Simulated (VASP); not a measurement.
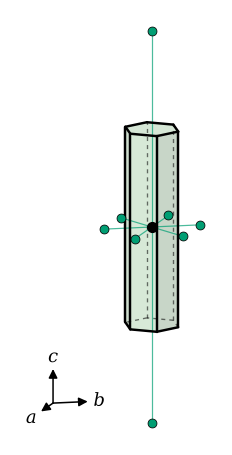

For Te2Mo, coordinates from a relaxation with VASP Kohn-Sham DFT of a periodic cell, AM05, VASP PAW PBE potentials, recommended in VASP: the Wigner–Seitz cell of the crystal's lattice, with lines to the lattice points that define its faces. The drawing is computed from the coordinates (standard cell, symmetry found to 0.002 Å).

a = 3.488 Å, b = 3.488 Å, c = 14.493 Å, α = 90.00°, β = 90.00°, γ = 120.00°; lattice centring P.

### What is the cell's combinatorial type?

A hexagonal prism: 8 faces (6 with 4 edges, 2 with 6 edges), 18 edges, 12 vertices. Its volume is that of the primitive cell, 152.7 Å³.

### Which lattice vectors do the faces bisect?

| example | length (Å) | faces | edges of each | area (Å²) |
| --- | --- | --- | --- | --- |
| a + b | 3.49 | 6 | 4 | 29.2 |
| c | 14.49 | 2 | 6 | 10.5 |
